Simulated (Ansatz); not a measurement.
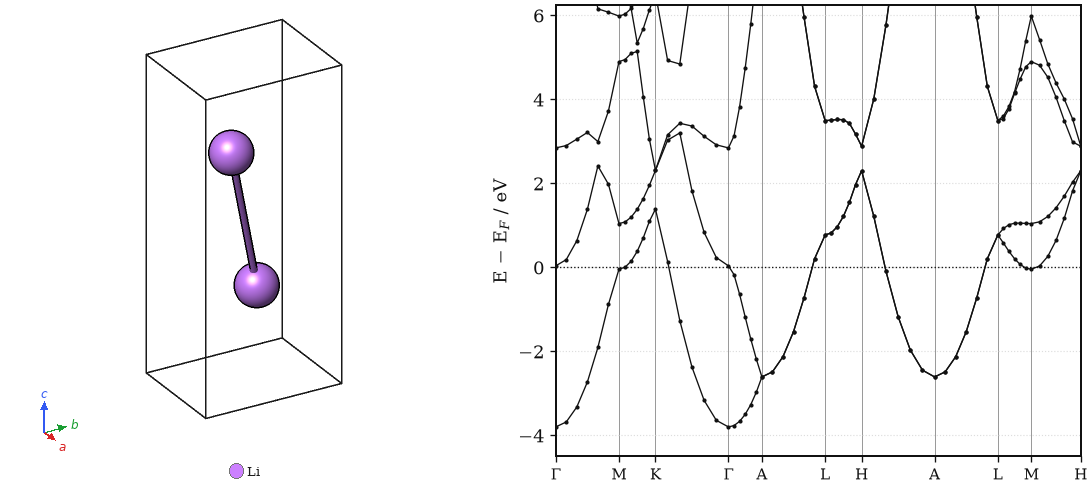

Band structure, beside the structure. Energies are counted from the Fermi level. The path runs straight from each named point to the next. The path has few k points, so lines between them are rough.

System: Li, space group P6_3/mmc (No. 194), 2 atoms in the cell, a database entry, rescaled.

Computed with Ansatz: DFT with r2SCAN, PAW plane waves, no spin polarisation, 12×12×7 k mesh, 500 eV cutoff, Fermi-Dirac smearing of 0.1 eV.

> Does this material conduct, going by its bands?

A metal: bands cross the Fermi level along this path.
